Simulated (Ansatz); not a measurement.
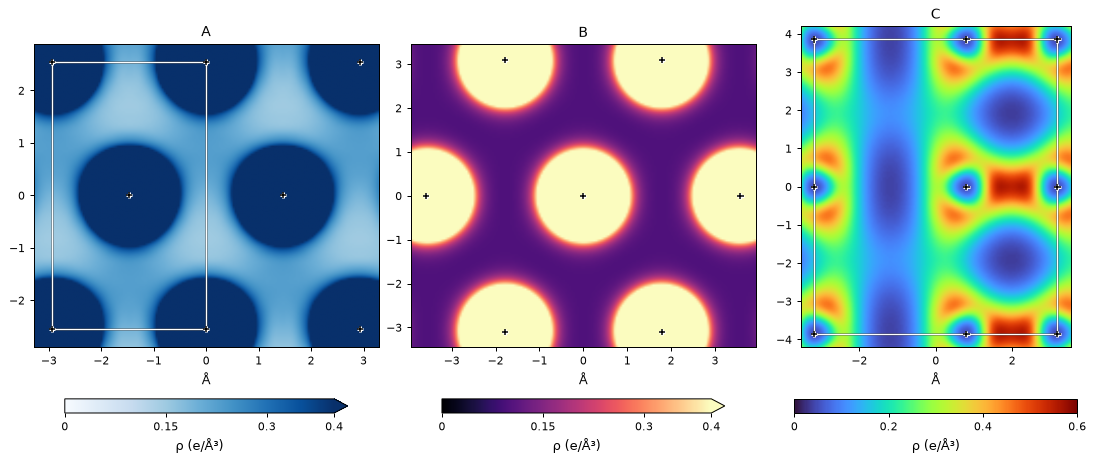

The valence electron density of 3 systems, each on a plane through atoms (crosses mark nuclei in the plane).

These are results of DFT PBE, scalar-relativistic, plane waves, PAW in Ansatz 0.2.0, not measurements.

System 1: Ti, the (010) plane of the calculation cell. Space group P6₃/mmc; computed without spin polarisation.

```
Ti
1.0
     1.46923    2.54478    0.00000
     0.00000    0.00000    4.65063
     4.40769   -2.54478    0.00000
Ti
4
Cartesian
  4.4077 -0.8483 1.1627
  1.4692 -0.8483 1.1627
  1.4692 0.8483 3.4880
  2.9385 -1.6965 3.4880
```

System 2: Y, the (010) plane of the calculation cell. Space group Fm-3m; a structure from a database of computed crystals, not necessarily the ambient phase.

System 3: Si, the (101̄) plane of the calculation cell. Space group P6₃/mmc; a structure from a database of computed crystals, not necessarily the ambient phase.

```
Si
1.0
    -1.92564   -3.33531    0.00000
     0.00000    0.00000   -6.36502
     5.77692   -3.33531    0.00000
Si
8
Direct
  0.00000 0.93707 0.33333
  0.50000 0.93707 0.83333
  0.00000 0.43707 0.66667
  0.50000 0.43707 0.16667
  0.00000 0.56293 0.33333
  0.50000 0.56293 0.83333
  0.00000 0.06293 0.66667
  0.50000 0.06293 0.16667
```

Match each panel to its system.

Panel A is system 1, Ti: the plane holds Ti. Ti–Ti (2.94 Å): ρ at the midpoint is about 0.19 e/Å³. Panel B is system 2, Y: the plane holds Y. Y–Y (3.58 Å): the density is about 0.1 e/Å³ at the midpoint. Panel C is system 3, Si: the plane holds Si. Si–Si (2.38 Å): ρ is about 0.55 e/Å³ halfway.
